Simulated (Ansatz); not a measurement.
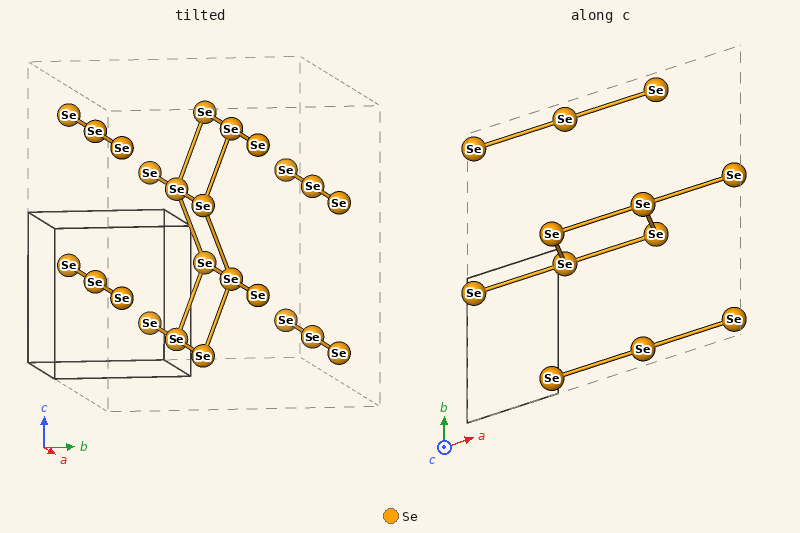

Shown here is a ball-and-stick view of the crystal, taken slightly off an axis and along the c axis. A block of 3×2×2 cells is shown, with one conventional unit cell in solid outline.

- The element is selenium.
- It takes space group P-1 (No. 2) on a primitive triclinic lattice.
- The cell holds two atoms.
- Se bonds to four Se.
- The bonds build Se layers parallel to (010).

The initial geometry was a structure listed in the Materials Project. The cell was then strained or its atoms displaced on purpose. It was run through Ansatz as a DFT input.
